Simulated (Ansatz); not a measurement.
# Geometry relaxation of NaF (part 2 of 2)

NaF (Fm-3m, 2 atoms in the cell); DFT PBE, scalar-relativistic, plane waves, PAW, no spin polarisation (Ansatz 0.2.0); cutoff 420 eV, 8×8×8 k-mesh, Gaussian smearing of 0.02 eV. The structure derives from an entry of the Crystallography Open Database.

Geometry of the input (Å; fractional positions):
```
0.0000  2.3200  2.3200
2.3200  0.0000  2.3200
2.3200  2.3200  0.0000
Na 0.0000  0.0000  0.0000
F  0.5000  0.5000  0.5000
```

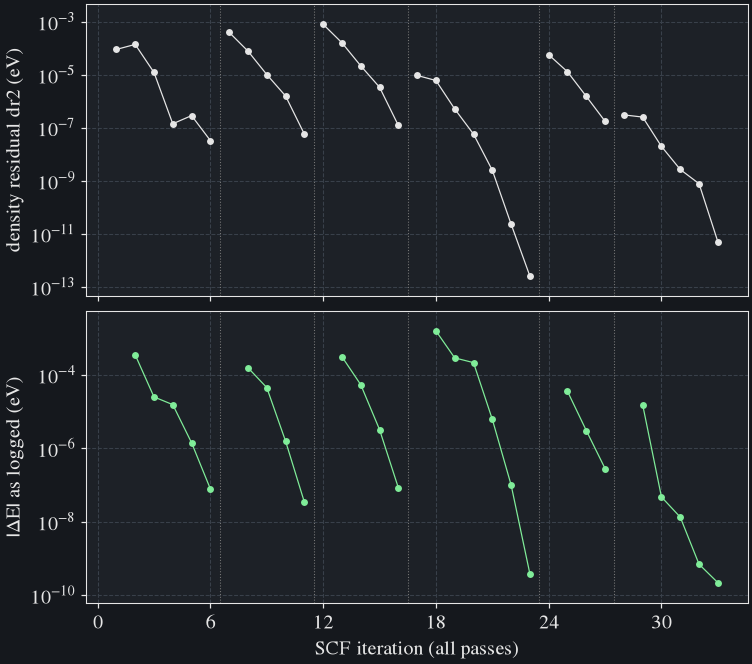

Figure 1. Convergence of the self-consistent field: density residual dr2 and size of the energy change against the SCF iteration. The dotted lines part the SCF passes of the relaxation: geometry steps, rejected trials and re-solves on a re-selected basis. The 6 passes take 4 to 7 iterations each, 33 in all.

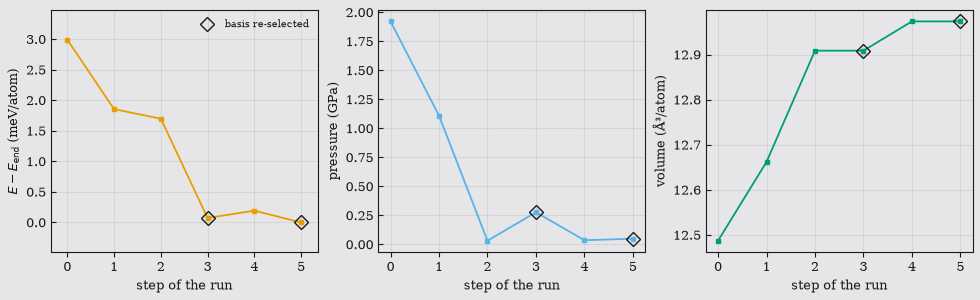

Figure 2. Progress of the relaxation, step by step (the first geometry is step 0 here and step 1 in the log).

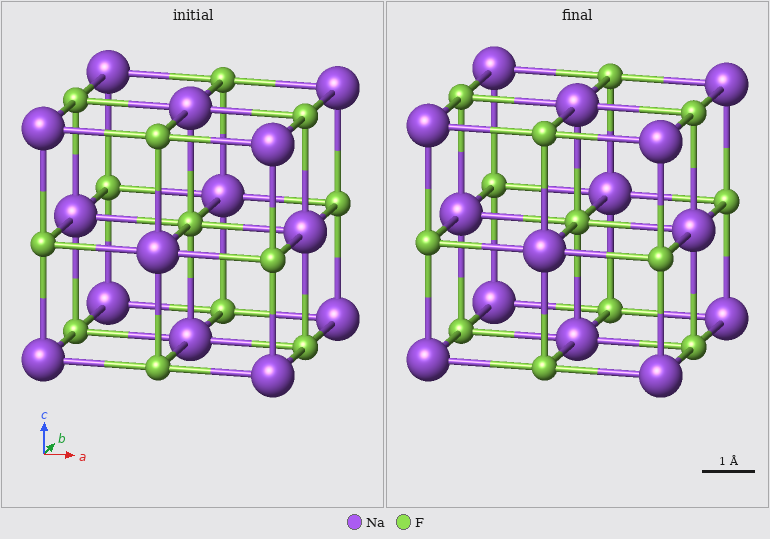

Figure 3. Before (left) and after (right) the relaxation, at one scale (ball-and-stick view of the cell 4 times as large as that of the calculation, set on its symmetry axes, seen slightly off an axis). After 3 geometry steps the energy has fallen by 2.8 meV per atom. All forces vanish by symmetry, so only the cell relaxes. The pressure goes from 1.92 to 0.05 GPa. 1 further SCF at an unchanged geometry re-selected the plane-wave basis for the new cell. No atom moves by more than 0.005 Å relative to the cell. The volume changes by +3.9 %, with a = b = c 4.640 → 4.699 Å (+1.3 %). Distances before and after: Na1–F2 2.320 → 2.350 Å. The space group stays Fm-3m (No. 225). The energy change given includes the shifts at the re-selections in mid-walk, which come without any move. A last SCF at the same geometry on a re-selected plane-wave basis shifts the energy by −0.2 meV per atom. (Atoms are counted from 1 in the order of the input.)

```
basis re-selected at this cell: Δ(F+E_penalty+E_count) = -3.869e-4 eV, ΔP = +0.013 GPa vs the last step (what re-selecting the basis moved, of the pressure what is left beyond the Pulay correction that the steps carried, after the strain that the cell walked since its last selection, with what the two solves' SCF thresholds leave and, on support functions, any second-order correction that the steps lacked; it is no measure of the basis error at this ecutwfc). This SCF's stress stands 4.92e-2 GPa from its target on what of the cell is left free (relax.cell.stress_tol is 5.00e-2 GPa) and its largest allowed force component is 7.43e-30 eV/Å (relax.f_tol is 5.00e-3 eV/Å): within both
SCF converged after 6 iterations
Free energy (F): -2297.431180 eV
Harris-Foulkes:  -2297.431180 eV  (|F-HF|=5.91e-12)
Internal energy: -2297.431180 eV  (E = F + TS)
E sigma→0 (E₀):  -2297.431180 eV
Fermi energy:    3.761864 eV
--- Per-component energies (eV) ---
  E_band       = -239.007624
  E_kinetic    = 328.804586
  E_local      = -1718.582054  (includes V_loc(G=0)·N_el)
  E_nonlocal   = 188.592879
  E_hartree    = 610.928122
  E_xc         = -120.081276
  E_vxc        = -154.017362  (∫ρ·V_xc dr)
  E_paw        = -463.588694  (= ΣΔE_a)
  E_vpaw       = -105.664017  (= ΣTr[D̂ρ^β])
  E_aug_tail   = 0.002105  (compensation charges beyond the density's cutoff)
  E_ewald      = -1123.506849
  E_smearing   = -0.000000  (= −TS)
  E_closure    = 0.000000  (closes the sum)
  Σ components = -2297.431180   (vs F -2297.431180, Δ=0.00e0)
--- Forces (eV/Å), atoms counted from 1 ---
  atom   1  Na    -0.00000000     0.00000000     0.00000000
  atom   2  F      0.00000000    -0.00000000     0.00000000
  max |Σ_I F_I| component: 1.46e-29 eV/Å
--- Stress (GPa, compression-positive) ---
        0.049221       0.000000      -0.000000
       -0.000000       0.049221      -0.000000
       -0.000000       0.000000       0.049221
  P = ⅓ Tr σ = 0.0492 GPa (0.492 kbar)
--- Band table (eV; the first three rows and the last of 29) ---
  k-point 0: bands = ["-46.4862", "-18.3789", "-18.3561", "-18.3561", "-18.3561", "0.7153", "0.7153", "0.7153", "6.8083", "19.4011", "19.4011", "19.4011"]
  k-point 1: bands = ["-46.4846", "-18.6437", "-18.3577", "-18.3577", "-18.0744", "0.4378", "0.6807", "0.6807", "7.3373", "17.6880", "19.6199", "19.6199"]
  k-point 2: bands = ["-46.4809", "-18.8657", "-18.3615", "-18.3615", "-17.8115", "-0.1274", "0.5983", "0.5983", "8.6231", "15.6002", "20.0883", "20.0883"]
  k-point 28: bands = ["-46.4721", "-18.7036", "-18.4388", "-18.4388", "-17.8313", "-0.1095", "-0.1095", "0.1812", "13.6623", "13.6623", "15.4701", "17.1118"]
--- Relaxed structure (4 steps of the walk, 4 accepted, 2 SCFs on fresh bases) ---
  F+E_penalty+E_count = -2297.43117957 eV   max|allowed force component| = 7.428e-30 eV/Å   (the final SCF, on the basis selected at the relaxed cell)
  cell:  # Å, volume = 25.9473 Å³
    - [6.846906169203448e-34, 2.349743835143003, 2.349743835143003]
    - [2.349743835143003, 8.757670681539294e-34, 2.349743835143003]
    - [2.349743835143003, 2.349743835143003, 6.241830740297098e-34]
  atoms:
    - { symbol: Na, position: [2.702285866810231e-37, -4.323657384945927e-37, -2.161828694753723e-37] }
    - { symbol: F, position: [0.5, 0.5, 0.5] }
```

Trajectory as extended XYZ (Å, eV, eV/Å), 6 frames, from step=1 to step=6:
```
2
Lattice="0.0000 2.3200 2.3200 2.3200 0.0000 2.3200 2.3200 2.3200 0.0000" Properties=species:S:1:pos:R:3:forces:R:3 step=1 energy=-2297.42519 pressure_GPa=1.92
Na    0.0000    0.0000    0.0000    0.0000   0.0000   0.0000
F     2.3200    2.3200    2.3200    0.0000   0.0000   0.0000
2
Lattice="0.0000 2.3308 2.3308 2.3308 0.0000 2.3308 2.3308 2.3308 0.0000" Properties=species:S:1:pos:R:3:forces:R:3 step=2 energy=-2297.42747 pressure_GPa=1.11
Na    0.0000    0.0000    0.0000    0.0000   0.0000   0.0000
F     2.3308    2.3308    2.3308    0.0000   0.0000   0.0000
2
Lattice="0.0000 2.3458 2.3458 2.3458 0.0000 2.3458 2.3458 2.3458 0.0000" Properties=species:S:1:pos:R:3:forces:R:3 step=3 energy=-2297.42778 pressure_GPa=0.03
Na    0.0000    0.0000    0.0000    0.0000   0.0000   0.0000
F     2.3458    2.3458    2.3458    0.0000   0.0000   0.0000
2
Lattice="0.0000 2.3458 2.3458 2.3458 0.0000 2.3458 2.3458 2.3458 0.0000" Properties=species:S:1:pos:R:3:forces:R:3 step=4 energy=-2297.43103 pressure_GPa=0.28
Na    0.0000    0.0000    0.0000    0.0000   0.0000   0.0000
F     2.3458    2.3458    2.3458    0.0000   0.0000   0.0000
2
Lattice="0.0000 2.3497 2.3497 2.3497 0.0000 2.3497 2.3497 2.3497 0.0000" Properties=species:S:1:pos:R:3:forces:R:3 step=5 energy=-2297.43079 pressure_GPa=0.04
Na    0.0000    0.0000    0.0000    0.0000   0.0000   0.0000
F     2.3497    2.3497    2.3497    0.0000   0.0000   0.0000
2
Lattice="0.0000 2.3497 2.3497 2.3497 0.0000 2.3497 2.3497 2.3497 0.0000" Properties=species:S:1:pos:R:3:forces:R:3 step=6 energy=-2297.43118 pressure_GPa=0.05
Na    0.0000    0.0000    0.0000    0.0000   0.0000   0.0000
F     2.3497    2.3497    2.3497    0.0000   0.0000   0.0000
```

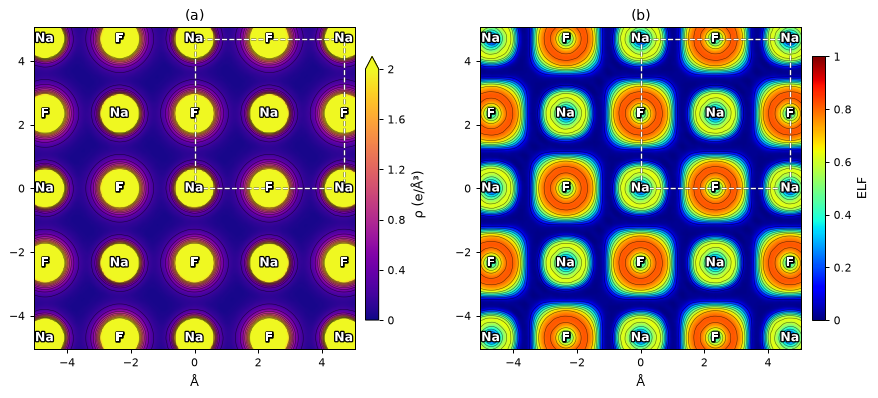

Figure 4. (a) valence charge density (pseudo); (b) electron localisation function on the (010) plane of the conventional cell. Atoms in the plane: Na and F. Na–F (2.35 Å): the density is about 0.14 e/Å³ at the midpoint; the ELF is about 0.05 at the midpoint, which marks ionic bonding with no shared pair. Away from the nuclei the density in this plane falls to 0.03 e/Å³ at its lowest. The strong features right at Na lie inside the PAW spheres (semicore, d or f shells) and say nothing about bonding. In a PAW calculation such maps are meaningful between the atoms, not at the nuclei.

Key numbers:

| quantity | value |
| --- | --- |
| outcome | converged |
| space group (tolerance 0.01 Å) | Fm-3m (225) |
| electrons treated | 16 |
| free energy | −2297.4312 eV |
| Fermi energy | 3.762 eV |
| gap on the k-point mesh | 6.09 eV |
| pressure | 0.05 GPa |
| final volume | 25.95 Å³ |
| largest force (length of the vector) at the end | under 0.001 eV/Å |
| final cell | a = 3.323 Å, b = 3.323 Å, c = 3.323 Å, α = 60.00°, β = 60.00°, γ = 60.00° |
| hardware | 2 threads of Intel Xeon (Sapphire Rapids), 64 GiB of memory available, shared host |
| wall time | 2.4 s (CPU time 3.9 s) |
| peak memory | 0.31 GiB |
